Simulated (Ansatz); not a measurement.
System: AlN (space group P6_3mc).

Computed with Ansatz 0.2.0: plane-wave DFT, no spin polarisation; energies at scaled volumes of the given cell, shape and fractions fixed, counted from the fit's minimum, third-order Birch-Murnaghan fit. All runs: no spin polarisation.

- k mesh: 10×10×6
- occupations: Fermi–Dirac
- smearing width: 0.05 eV

Settings that differ: BLYP: density cutoff 1680 eV, wave cutoff 420 eV, potentials Ansatz PAW; PBE: density cutoff 5280 eV, wave cutoff 1320 eV, potentials JTH PAW; PBE + D4: density cutoff 1680 eV, wave cutoff 420 eV, potentials Ansatz PAW; SVWN5: density cutoff 1680 eV, wave cutoff 420 eV, potentials Ansatz PAW.

What does the calculation give for the pressure against volume, with one curve for each functional? The cases: BLYP; PBE; PBE + D4; SVWN5.

The fitted equilibrium volumes, smallest first, are SVWN5 10.206, PBE + D4 10.401, PBE 10.668, BLYP 10.804 Å³/atom. The fitted bulk moduli, smallest first, are BLYP 185.8, PBE 194.9, PBE + D4 202.0, SVWN5 211.1 GPa. For BLYP, the pressure falls from 21.28 GPa at volume 9.82 Å³/atom to −4.42 GPa at 11.08 Å³/atom, and changes sign near 10.81 Å³/atom. For PBE, the pressure falls from 18.88 GPa at volume 9.82 Å³/atom to −6.83 GPa at 11.08 Å³/atom, and changes sign near 10.67 Å³/atom.

BLYP:
```csv
volume (Å³/atom),pressure (GPa)
9.82,21.28
10.03,15.91
10.24,11.03
10.45,6.59
10.66,2.56
10.87,-1.09
11.08,-4.42
```

PBE:
```csv
volume (Å³/atom),pressure (GPa)
9.82,18.88
10.03,13.49
10.24,8.60
10.45,4.17
10.66,0.14
10.87,-3.51
11.08,-6.83
```

PBE + D4:
```csv
volume (Å³/atom),pressure (GPa)
9.82,12.88
10.03,7.81
10.24,3.21
10.45,-0.96
10.66,-4.74
10.87,-8.16
11.08,-11.26
```

SVWN5:
```csv
volume (Å³/atom),pressure (GPa)
9.82,8.69
10.03,3.74
10.24,-0.73
10.45,-4.77
10.66,-8.44
10.87,-11.75
11.08,-14.75
```

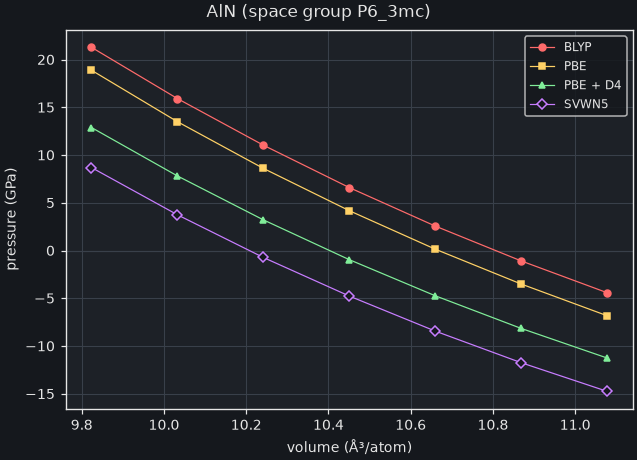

Keep in mind: the functional was run on potentials made for another functional (BLYP); shape and atomic fractions are frozen while scaling, which makes layered, chain and framework solids too stiff.
